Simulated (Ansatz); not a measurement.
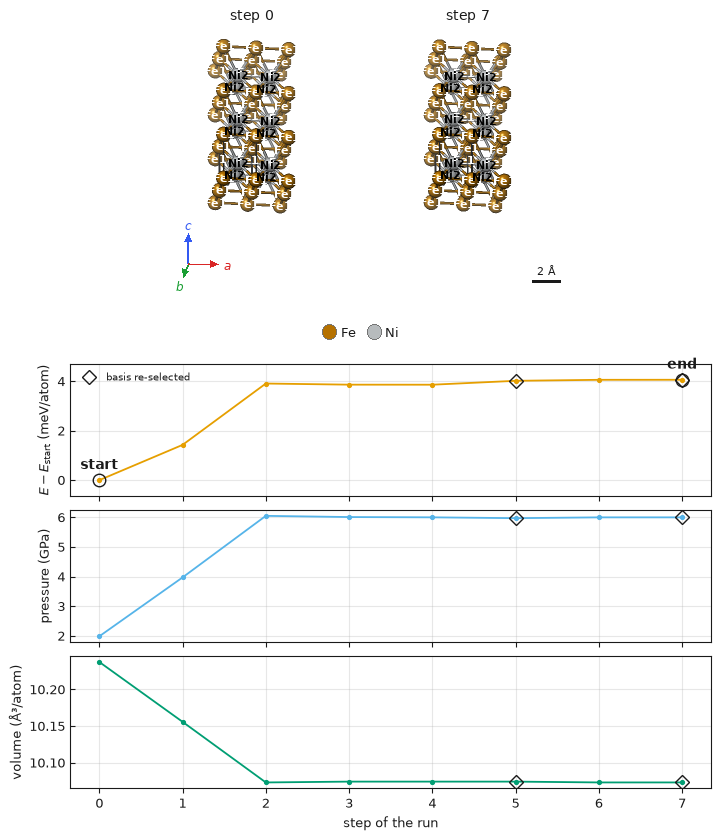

First and last geometry of a relaxation of a crystal of FeNi (set up in P4/mmm), with the history of the run. The picture is a ball-and-stick view of the cell of the calculation, repeated 2 × 2 × 3 with one cell outlined, seen from a free direction.

Case: relaxed at 6 GPa.

All numbers below come from Ansatz, DFT LDA, scalar-relativistic, plane waves, PAW.

Input
```yaml
crystal:
  lattice:
    - [2.4192795645, 0.0, 0.0]
    - [0.0, 2.4192795645, 0.0]
    - [0.0, 0.0, 3.49825131]
  atoms:
    - { symbol: Fe, position: [0.0, 0.0, 0.0], spin: 2.53 }
    - { symbol: Ni, position: [0.5, 0.5, 0.5], spin: 0.72 }
basis:
  ecutwfc: 420
kpoints:
  mp_grid: { grid: [18, 18, 12] }
hamiltonian:
  xc: lda
scf:
  occupations: { method: gaussian, width: 0.2 }
output:
  forces: true
  stress: true
  eigenvalues: true
  populations: true
magnetization:
  spin_polarized: true
relax:
  adjacent_minimum: "off"
  f_tol: 0.001
  max_steps: 60
  cell: { stress_tol: 0.02, p_target: 6.0 }
```

Command:
```bash
ansatz run input.yaml --threads 1 --pin off --max-ram 3072MiB --backend cpu --events-out ev --progress --plain --runs-dir out
```

### What do the curves and the structures tell?

It converged. No atom moves by more than 0.005 Å relative to the cell. Cell: a = b 2.419 → 2.404 Å (−0.6 %), c 3.498 → 3.485 Å (−0.4 %). Volume −1.6 %. Among the contacts that change: Fe1–Fe1 2.419 → 2.404 Å, Ni2–Ni2 2.419 → 2.404 Å, Fe1–Ni2 2.447 → 2.434 Å. The space group stays P4/mmm (No. 123). The energy rises by 4.1 meV per atom in 5 accepted moves (7 points after the start). With the target pressure of 6 GPa, the enthalpy E + pV changes by −2.1 meV per atom. All forces vanish by symmetry, so only the cell relaxes. The pressure goes from 1.98 to 6.00 GPa. At 2 points the geometry stayed and the basis and grid were re-selected for the new cell (energy shift of 0.2 meV per atom at most each time).
